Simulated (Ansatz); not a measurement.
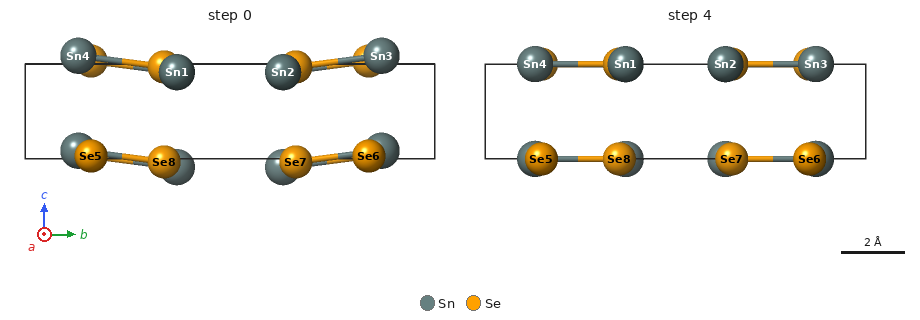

The structure of solid SnSe (set up in Pmmn) before (left) and after (right) a relaxation, at one scale.

A ball-and-stick model of the cell of the calculation, seen along the a axis.

Theory: Ansatz, DFT r2SCAN, scalar-relativistic, plane waves, PAW.

The input:
```yaml
crystal:
  lattice:
    - [5.744179, 0.0, 0.0]
    - [0.0, 13.13297, 0.0]
    - [0.0, 0.0, 3.045758]
  atoms:
    - { symbol: Sn, position: [0.5, 0.370242, 0.913276] }
    - { symbol: Sn, position: [0.5, 0.629758, 0.913276] }
    - { symbol: Sn, position: [0.0, 0.870242, 0.086724] }
    - { symbol: Sn, position: [0.0, 0.129758, 0.086724] }
    - { symbol: Se, position: [0.5, 0.160812, 0.030988] }
    - { symbol: Se, position: [0.5, 0.839188, 0.030988] }
    - { symbol: Se, position: [0.0, 0.660812, 0.969012] }
    - { symbol: Se, position: [0.0, 0.339188, 0.969012] }
basis:
  ecutwfc: 500
kpoints:
  mp_grid: { grid: [6, 4, 12] }
hamiltonian:
  xc: r2scan
scf:
  occupations: { method: gaussian, width: 0.1 }
output:
  forces: true
  stress: true
  eigenvalues: true
  write_density: true
  write_potential: true
  elf: true
  volumetric_format: npy
relax:
  adjacent_minimum: "off"
  f_tol: 0.005
  max_steps: 80
  cell: { stress_tol: 0.05 }
```

Command:
```bash
ansatz run input.yaml --threads 2 --pin off --max-ram 5120MiB --backend cpu --events-out ev --progress --plain --runs-dir out
```

Q: Summarise the run.

A: The run was cut off at its time limit before the relaxation converged, so the last structure is only a point on the way. After 4 geometry steps the energy has fallen by 34.8 meV per atom. Largest force component: 0.17 eV/Å at the start, 0.018 eV/Å at the end. Pressure: −1.34 GPa at the start and 0.08 GPa at the end. The largest moves relative to the cell, 0.26 Å, are those of Sn1, Sn2, Sn3 and Sn4. Sn2 goes along +c. Largest moves by element: Sn 0.26 Å, Se 0.19 Å. The drawn cell changes as follows: a 5.744 → 5.801 Å (+1.0 %), b 13.133 → 12.207 Å (−7.0 %), c 3.046 → 3.040 Å (−0.2 %); the volume changes by −6.3 %. Near-neighbour distances that change, for instance: Sn1–Se5 2.774 → 2.699 Å. Among the angles between lasting bonds that change: Se6–Sn3–Se6 162.5° → 172.0°, Sn3–Se6–Sn3 162.5° → 172.0°, Sn2–Se6–Sn3 98.4° → 94.0°. The space group (tolerance 0.01 Å) goes from Pmmn (No. 59) to Cmmm (No. 65). Cost: 9.1 min on 2 threads of Arm Neoverse V2 (shared host), peak memory 1.7 GiB.

Limits of the set-up: layers or molecules are held without a dispersion correction, so their spacing is unreliable.
